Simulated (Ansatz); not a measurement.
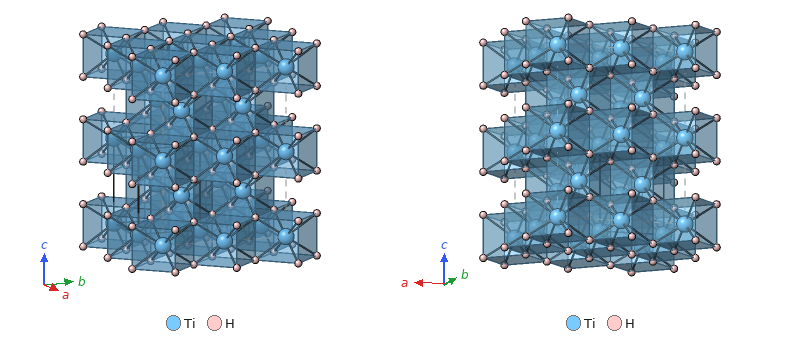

Polyhedra are drawn about Ti (bonds: H–Ti below 2.1 Å); other atoms are plain spheres. Two views of the same piece.

System TiH2 (space group I4/mmm, No. 139); source of the atomic positions: the end point of a relaxation with Ansatz 0.2.0, DFT PBEsol, scalar-relativistic, plane waves, PAW.

### What figure surrounds each Ti atom, and what does it share with the other drawn polyhedra?

Ti: TiH8 cube, sharing edges with twelve neighbours.

### What is the connectivity of the polyhedra: isolated, groups, chains, layers or framework?

They form a three-dimensional framework of edge-sharing cubes.
